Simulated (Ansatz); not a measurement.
## Single-point calculation, with input and output: MgO (part 2 of 2)

MgO (P6₃/mmc, 48 atoms in the cell); DFT PBE, scalar-relativistic, plane waves, PAW, no spin polarisation (Ansatz 0.2.0); cutoff 420 eV, 2×2×2 k-mesh, Gaussian smearing of 0.05 eV. The structure derives from a Materials Project entry.

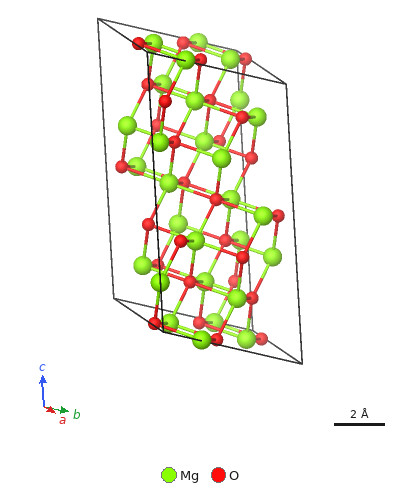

*The structure as given in the input (ball-and-stick view of the cell of the calculation, seen slightly off an axis). An atom can appear more than once, as a periodic image.*

What the program printed, continued
```
  k-point 1: bands = ["-66.0409", "-66.0409", "-66.0367", "-66.0367", "-66.0361", "-66.0361", "-66.0350", "-66.0350", "-66.0350", "-66.0350", "-66.0347", "-66.0347", "-66.0347", "-66.0347", "-66.0347", "-66.0347", "-66.0347", "-66.0347", "-66.0330", "-66.0330", "-66.0325", "-66.0325", "-66.0295", "-66.0295", "-32.8343", "-32.8343", "-32.8343", "-32.8343", "-32.8343", "-32.8343", "-32.8343", "-32.8343", "-32.8241", "-32.8241", "-32.8241", "-32.8241", "-32.8234", "-32.8234", "-32.8234", "-32.8234",
      "-32.8233", "-32.8233", "-32.8156", "-32.8156", "-32.8153", "-32.8153", "-32.8118", "-32.8118", "-32.8115", "-32.8115", "-32.8048", "-32.8048", "-32.8032", "-32.8032", "-32.8012", "-32.8012", "-32.7997", "-32.7997", "-32.7997", "-32.7997", "-32.7997", "-32.7997", "-32.7997", "-32.7997", "-32.7977", "-32.7977", "-32.7977", "-32.7977", "-32.7977", "-32.7977", "-32.7862", "-32.7862", "-32.7827", "-32.7827", "-32.7824", "-32.7824", "-32.7820", "-32.7820", "-32.7793", "-32.7793",
      "-32.7760", "-32.7760", "-32.7724", "-32.7724", "-32.7724", "-32.7724", "-32.7665", "-32.7665", "-32.7665", "-32.7665", "-32.7665", "-32.7665", "-32.7665", "-32.7665", "-32.7552", "-32.7552", "-10.6119", "-10.6119", "-10.0127", "-10.0127", "-9.9285", "-9.9285", "-9.8576", "-9.8576", "-9.8576", "-9.8576", "-9.7418", "-9.7418", "-9.7418", "-9.7418", "-9.7418", "-9.7418", "-9.7418", "-9.7418", "-9.5998", "-9.5998", "-9.5443", "-9.5443", "-9.3358", "-9.3358",
      "2.5257", "2.5257", "2.5257", "2.5257", "2.5257", "2.5257", "2.5257", "2.5257", "2.6526", "2.6526", "2.7602", "2.7602", "2.7834", "2.7834", "2.9433", "2.9433", "2.9433", "2.9433", "3.7888", "3.7888", "3.8182", "3.8182", "3.8667", "3.8667", "4.0052", "4.0052", "4.2339", "4.2339", "4.2354", "4.2354", "4.2395", "4.2395", "4.3833", "4.3833", "4.5659", "4.5659", "4.5659", "4.5659", "4.5659", "4.5659",
      "4.5659", "4.5659", "4.7994", "4.7994", "4.8040", "4.8040", "4.8040", "4.8040", "4.9910", "4.9910", "5.0031", "5.0031", "5.2860", "5.2860", "5.2860", "5.2860", "5.4270", "5.4270", "5.4788", "5.4788", "5.4788", "5.4788", "5.4788", "5.4788", "5.4788", "5.4788", "5.4835", "5.4835", "5.5004", "5.5004", "6.0463", "6.0463", "10.5038", "10.5038", "13.1934", "13.1934", "13.1934", "13.1934", "13.2312", "13.2312",
      "13.3754", "13.3754", "13.5495", "13.5495", "13.5495", "13.5495", "13.5495", "13.5495", "13.5495", "13.5495", "15.6338", "15.6338", "15.6996", "15.6996", "15.8807", "15.8807", "16.1045", "16.1045", "16.2570", "16.2570", "17.7005", "17.7005"]
  k-point 2: bands = ["-66.0392", "-66.0392", "-66.0382", "-66.0382", "-66.0368", "-66.0368", "-66.0368", "-66.0368", "-66.0361", "-66.0361", "-66.0356", "-66.0356", "-66.0335", "-66.0335", "-66.0331", "-66.0331", "-66.0326", "-66.0326", "-66.0326", "-66.0326", "-66.0317", "-66.0317", "-66.0312", "-66.0312", "-32.8335", "-32.8335", "-32.8335", "-32.8335", "-32.8333", "-32.8333", "-32.8318", "-32.8318", "-32.8288", "-32.8288", "-32.8230", "-32.8230", "-32.8228", "-32.8228", "-32.8222", "-32.8222",
      "-32.8174", "-32.8174", "-32.8174", "-32.8174", "-32.8160", "-32.8160", "-32.8152", "-32.8152", "-32.8121", "-32.8121", "-32.8121", "-32.8121", "-32.8092", "-32.8092", "-32.8072", "-32.8072", "-32.8053", "-32.8053", "-32.8003", "-32.8003", "-32.7941", "-32.7941", "-32.7936", "-32.7936", "-32.7885", "-32.7885", "-32.7882", "-32.7882", "-32.7869", "-32.7869", "-32.7869", "-32.7869", "-32.7862", "-32.7862", "-32.7862", "-32.7862", "-32.7853", "-32.7853", "-32.7853", "-32.7853",
      "-32.7804", "-32.7804", "-32.7787", "-32.7787", "-32.7670", "-32.7670", "-32.7656", "-32.7656", "-32.7639", "-32.7639", "-32.7639", "-32.7639", "-32.7623", "-32.7623", "-32.7617", "-32.7617", "-10.4155", "-10.4155", "-10.2525", "-10.2525", "-10.0107", "-10.0107", "-10.0107", "-10.0107", "-9.9087", "-9.9087", "-9.8424", "-9.8424", "-9.6071", "-9.6071", "-9.5737", "-9.5737", "-9.5405", "-9.5405", "-9.5405", "-9.5405", "-9.5084", "-9.5084", "-9.5051", "-9.5051",
      "2.5070", "2.5070", "2.5277", "2.5277", "2.5277", "2.5277", "2.7573", "2.7573", "2.8403", "2.8403", "2.8582", "2.8582", "2.8663", "2.8663", "3.2078", "3.2078", "3.2312", "3.2312", "3.2313", "3.2313", "3.5468", "3.5468", "3.6630", "3.6630", "3.6918", "3.6918", "4.0352", "4.0352", "4.0353", "4.0353", "4.2454", "4.2454", "4.3244", "4.3244", "4.5177", "4.5177", "4.5265", "4.5265", "4.6064", "4.6064",
      "4.6226", "4.6226", "4.6227", "4.6227", "4.9287", "4.9287", "4.9417", "4.9417", "5.0009", "5.0009", "5.0444", "5.0444", "5.2717", "5.2717", "5.2718", "5.2718", "5.2923", "5.2923", "5.3471", "5.3471", "5.6036", "5.6036", "5.6466", "5.6466", "5.6865", "5.6865", "5.6865", "5.6865", "5.7385", "5.7385", "5.7724", "5.7724", "11.2500", "11.2500", "12.0091", "12.0091", "12.9550", "12.9550", "12.9551", "12.9551",
      "13.3752", "13.3752", "13.5424", "13.5424", "14.6247", "14.6247", "14.7054", "14.7054", "14.7055", "14.7055", "14.9162", "14.9162", "15.0081", "15.0081", "15.0379", "15.0379", "16.5331", "16.5331", "16.7667", "16.7667", "16.8760", "16.8760"]
  k-point 4: bands = ["-66.0390", "-66.0390", "-66.0390", "-66.0390", "-66.0367", "-66.0367", "-66.0353", "-66.0353", "-66.0349", "-66.0349", "-66.0349", "-66.0349", "-66.0346", "-66.0346", "-66.0345", "-66.0345", "-66.0345", "-66.0345", "-66.0325", "-66.0325", "-66.0307", "-66.0307", "-66.0307", "-66.0307", "-32.8384", "-32.8384", "-32.8384", "-32.8384", "-32.8381", "-32.8381", "-32.8269", "-32.8269", "-32.8269", "-32.8269", "-32.8222", "-32.8222", "-32.8181", "-32.8181", "-32.8170", "-32.8170",
      "-32.8170", "-32.8170", "-32.8155", "-32.8155", "-32.8155", "-32.8155", "-32.8143", "-32.8143", "-32.8143", "-32.8143", "-32.8045", "-32.8045", "-32.8045", "-32.8045", "-32.8030", "-32.8030", "-32.8012", "-32.8012", "-32.7996", "-32.7996", "-32.7990", "-32.7990", "-32.7990", "-32.7990", "-32.7958", "-32.7958", "-32.7958", "-32.7958", "-32.7948", "-32.7948", "-32.7948", "-32.7948", "-32.7924", "-32.7924", "-32.7819", "-32.7819", "-32.7819", "-32.7819", "-32.7811", "-32.7811",
      "-32.7760", "-32.7760", "-32.7700", "-32.7700", "-32.7700", "-32.7700", "-32.7652", "-32.7652", "-32.7639", "-32.7639", "-32.7639", "-32.7639", "-32.7623", "-32.7623", "-32.7623", "-32.7623", "-10.3403", "-10.3403", "-10.3403", "-10.3403", "-10.0073", "-10.0073", "-10.0007", "-10.0007", "-9.8195", "-9.8195", "-9.8195", "-9.8195", "-9.7022", "-9.7022", "-9.6647", "-9.6647", "-9.6647", "-9.6647", "-9.5562", "-9.5562", "-9.4000", "-9.4000", "-9.4000", "-9.4000",
      "2.3461", "2.3461", "2.6212", "2.6212", "2.6212", "2.6212", "2.6642", "2.6642", "2.8363", "2.8363", "2.8363", "2.8363", "3.2040", "3.2040", "3.2040", "3.2040", "3.4219", "3.4219", "3.4219", "3.4219", "3.7501", "3.7501", "3.7501", "3.7501", "3.7946", "3.7946", "3.8604", "3.8604", "3.8640", "3.8640", "3.8640", "3.8640", "3.8852", "3.8852", "4.2556", "4.2556", "4.5826", "4.5826", "4.5826", "4.5826",
      "4.6847", "4.6847", "4.6847", "4.6847", "4.6848", "4.6848", "4.9246", "4.9246", "4.9289", "4.9289", "4.9291", "4.9291", "5.4001", "5.4001", "5.4515", "5.4515", "5.4515", "5.4515", "5.5180", "5.5180", "5.5180", "5.5180", "5.5946", "5.5946", "5.5946", "5.5946", "5.6927", "5.6927", "5.8324", "5.8324", "5.8324", "5.8324", "12.0615", "12.0615", "12.0615", "12.0615", "12.6973", "12.6973", "13.2242", "13.2242",
      "13.3681", "13.3681", "13.3681", "13.3681", "13.5604", "13.5604", "14.3798", "14.3798", "14.3798", "14.3798", "15.3241", "15.3241", "16.0991", "16.0991", "16.3718", "16.3718", "16.3718", "16.3718", "16.8619", "16.8619", "16.8619", "16.8619"]
```

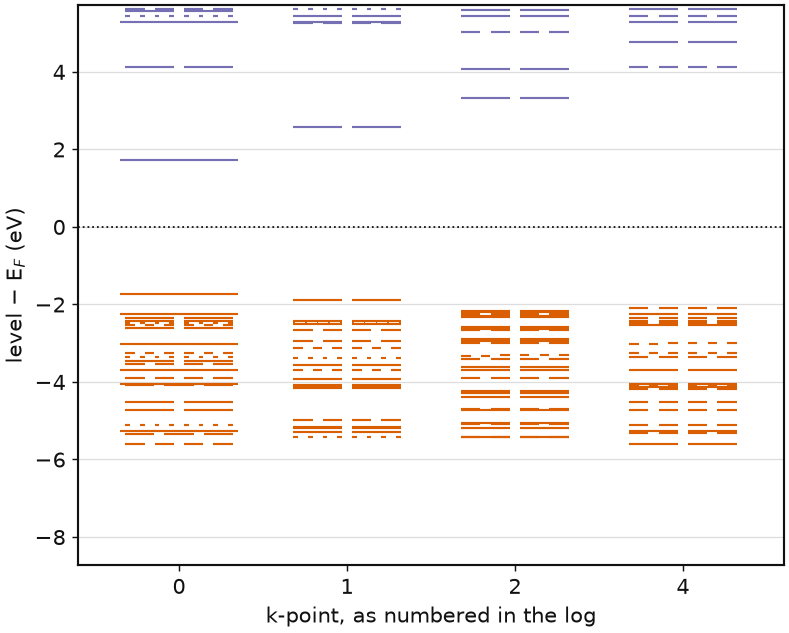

*Kohn–Sham levels near the Fermi level (dotted) at the few k-points that the log prints; levels within 0.02 eV of each other stand side by side.*

Among these points the highest filled and lowest empty levels are 3.46 eV apart, which is the gap on the mesh.

This output came from the following input.

Input file
```yaml
crystal:
  lattice:
    - [5.229567, -3.019292, -4.178041]
    - [-5.229567, 3.019292, -4.178041]
    - [5.229567, 9.057875, 4.17804]
  atoms:
    - { symbol: Mg, position: [0.791667, 0.625001, 0.166667] }
    - { symbol: Mg, position: [0.291667, 0.125001, 0.166667] }
    - { symbol: Mg, position: [0.624999, 0.958333, 0.333333] }
    - { symbol: Mg, position: [0.124999, 0.458333, 0.333333] }
    - { symbol: Mg, position: [0.458333, 0.291667, 0.5] }
    - { symbol: Mg, position: [0.958333, 0.791667, 0.5] }
    - { symbol: Mg, position: [0.291667, 0.625001, 0.666667] }
    - { symbol: Mg, position: [0.791667, 0.125001, 0.666667] }
    - { symbol: Mg, position: [0.124999, 0.958333, 0.833333] }
    - { symbol: Mg, position: [0.624999, 0.458333, 0.833333] }
    - { symbol: Mg, position: [0.958333, 0.291667, 0.0] }
    - { symbol: Mg, position: [0.458333, 0.791667, 0.0] }
    - { symbol: Mg, position: [0.875001, 0.041667, 0.166667] }
    - { symbol: Mg, position: [0.375001, 0.541667, 0.166667] }
    - { symbol: Mg, position: [0.708333, 0.374999, 0.333333] }
    - { symbol: Mg, position: [0.208333, 0.874999, 0.333333] }
    - { symbol: Mg, position: [0.541667, 0.708333, 0.5] }
    - { symbol: Mg, position: [0.041667, 0.208333, 0.5] }
    - { symbol: Mg, position: [0.375001, 0.041667, 0.666667] }
    - { symbol: Mg, position: [0.875001, 0.541667, 0.666667] }
    - { symbol: Mg, position: [0.208333, 0.374999, 0.833333] }
    - { symbol: Mg, position: [0.708333, 0.874999, 0.833333] }
    - { symbol: Mg, position: [0.041667, 0.708333, 0.0] }
    - { symbol: Mg, position: [0.541667, 0.208333, 0.0] }
    - { symbol: O, position: [0.041667, 0.875001, 0.166667] }
    - { symbol: O, position: [0.541667, 0.375001, 0.166667] }
    - { symbol: O, position: [0.874999, 0.208333, 0.333333] }
    - { symbol: O, position: [0.374999, 0.708333, 0.333333] }
    - { symbol: O, position: [0.708333, 0.541667, 0.5] }
    - { symbol: O, position: [0.208333, 0.041667, 0.5] }
    - { symbol: O, position: [0.541667, 0.875001, 0.666667] }
    - { symbol: O, position: [0.041667, 0.375001, 0.666667] }
    - { symbol: O, position: [0.374999, 0.208333, 0.833333] }
    - { symbol: O, position: [0.874999, 0.708333, 0.833333] }
    - { symbol: O, position: [0.208333, 0.541667, 0.0] }
    - { symbol: O, position: [0.708333, 0.041667, 0.0] }
    - { symbol: O, position: [0.625001, 0.791667, 0.166667] }
    - { symbol: O, position: [0.125001, 0.291667, 0.166667] }
    - { symbol: O, position: [0.458333, 0.124999, 0.333333] }
    - { symbol: O, position: [0.958333, 0.624999, 0.333333] }
    - { symbol: O, position: [0.291667, 0.458333, 0.5] }
    - { symbol: O, position: [0.791667, 0.958333, 0.5] }
    - { symbol: O, position: [0.125001, 0.791667, 0.666667] }
    - { symbol: O, position: [0.625001, 0.291667, 0.666667] }
    - { symbol: O, position: [0.958333, 0.124999, 0.833333] }
    - { symbol: O, position: [0.458333, 0.624999, 0.833333] }
    - { symbol: O, position: [0.791667, 0.458333, 0.0] }
    - { symbol: O, position: [0.291667, 0.958333, 0.0] }
basis:
  ecutwfc: 420
  fft_grid_basis: typed
kpoints:
  mp_grid: { grid: [2, 2, 2] }
hamiltonian:
  xc: pbe
  pseudopotentials: { kind: paw }
scf:
  occupations: { method: gaussian, width: 0.05 }
output:
  forces: true
  stress: false
  eigenvalues: true
  bader: false
  write_density: true
  volumetric_format: npy
```

Launch command:
```bash
ansatz run input.yaml --threads 4 --pin off --max-ram 10240MiB --backend cpu --events-out ev --progress --plain --runs-dir out
```

Results in brief

```csv
quantity,value
outcome,converged
space group (tolerance 0.01 Å),P6₃/mmc (194)
electrons treated,384
free energy,−59857.4074 eV
Fermi energy,7.940 eV
gap on the k-point mesh,3.46 eV
largest force (length of the vector),under 0.001 eV/Å
hardware,"4 threads of Arm Neoverse V1, 24 GiB of memory available, shared host"
wall time,9 s (CPU time 35 s)
peak memory,2.4 GiB
```

Notes

The program warns: the structure was made exactly symmetric.
